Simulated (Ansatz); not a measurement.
PtS₂

Input file:

```
crystal:
  lattice:
    - [5.4233923774, 0.0, 0.0]
    - [0.0, 5.4233923774, 0.0]
    - [0.0, 0.0, 3.7881554414]
  atoms:
    - { symbol: Pt, position: [0.0, 0.0, 0.0] }
    - { symbol: Pt, position: [0.5, 0.5, 0.5] }
    - { symbol: S, position: [0.3093123642, 0.3093123642, 0.0] }
    - { symbol: S, position: [0.1906876358, 0.8093123642, 0.5] }
    - { symbol: S, position: [0.8093123642, 0.1906876358, 0.5] }
    - { symbol: S, position: [0.6906876358, 0.6906876358, 0.0] }
kpoints:
  mp_grid: { grid: [6, 6, 6] }
  band_path:
    path:
      - [0.0, 0.0, 0.0]
      - [0.0, 0.5, 0.0]
      - [0.5, 0.5, 0.0]
      - [0.0, 0.0, 0.5]
      - [0.0, 0.5, 0.5]
      - [0.5, 0.5, 0.5]
      - [0.45, 0.5, 0.0]
      - [0.0, 0.0, 0.2]
    npoints: 1
hamiltonian:
  xc: pbe
scf:
  occupations: { method: fermi_dirac, width: 0.02 }
  n_extra_bands: 10
magnetization:
  noncollinear: true
  spin_orbit: true
output:
  forces: true
  stress: true
  eigenvalues: true
  write_density: true
  write_potential: true
  elf: true
  volumetric_format: npy
```

Below, planes, directions and counts refer to the conventional cell (a = 5.42 Å, b = 5.42 Å, c = 3.79 Å, α = 90.00°, β = 90.00°, γ = 90.00°).

Space group P4₂/mnm; started from the rutile prototype, which need not be the ambient phase; computed pressure about 3 GPa in this cell.

Theory: Ansatz, DFT, PBE with spin-orbit coupling, plane waves, PAW.

What can the converged valence pseudo-density and electron localisation function tell about the bonding?

Answer. Pt–S (2.39 Å): ρ is about 0.64 e/Å³ halfway; the ELF peaks at about 0.85 in the valence shell of S, 0.8 Å from its nucleus, and is about 0.40 at the midpoint.

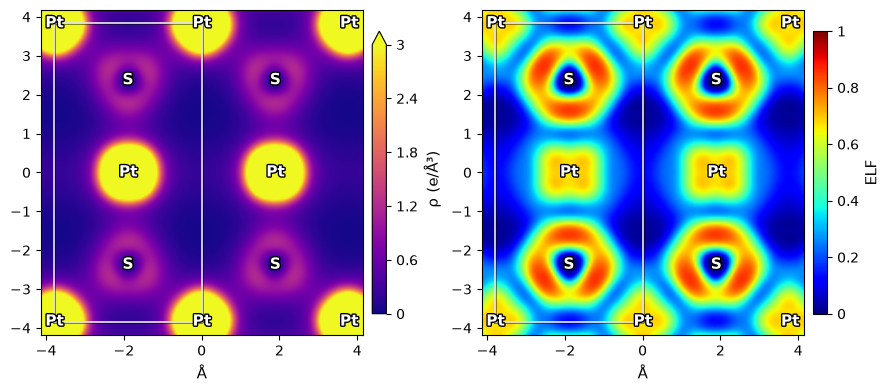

Computed valence pseudo-density and electron localisation function on the (110) plane of the conventional cell, in this order. 
